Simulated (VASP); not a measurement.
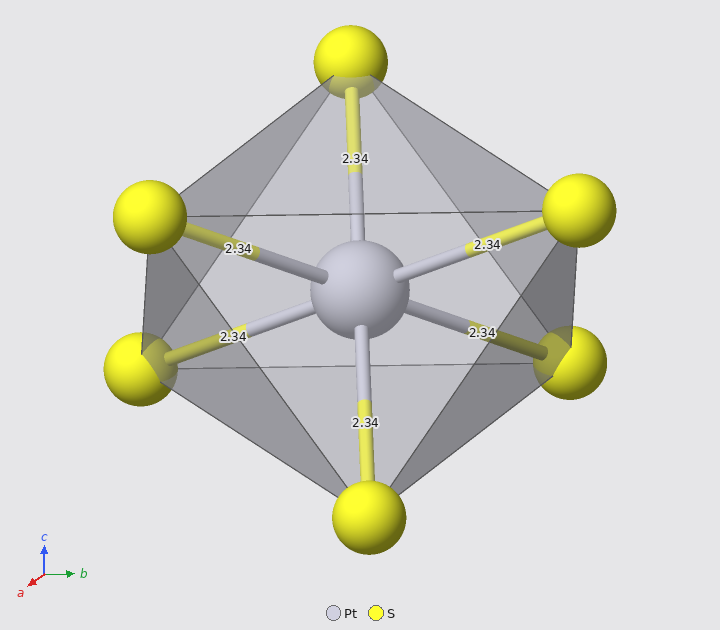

The PtS6 unit about Pt in PtS₂. Source: an entry of the Crystallography Open Database, as set up for an electronic-structure calculation.

PtS2, space group P-3m1 (No. 164), a = 3.543 Å, b = 3.543 Å, c = 5.039 Å, α = 90.00°, β = 90.00°, γ = 120.00°

```json
{"site": "Pt", "Wyckoff": "1a", "x": "0.0000", "y": "0.0000", "z": "0.0000"}
{"site": "S", "Wyckoff": "2d", "x": "0.6667", "y": "0.3333", "z": "0.7730"}
```

> Give the distortion indices.

It is closest to the octahedron.

| measure | value |
| --- | --- |
| mean bond length | 2.344 Å |
| bond-length distortion index (Baur) | 0.000 |
| effective coordination number (Hoppe) | 6.00 |
| shape measure against the octahedron | 1.11 |
| shape measure against the trigonal prism | 16.65 |
| centre off the ligands' centroid by | 0.00 Å |
| polyhedral volume | 16.58 Å³ |
| quadratic elongation | 1.023 |
| bond-angle variance | 73.5 deg² |
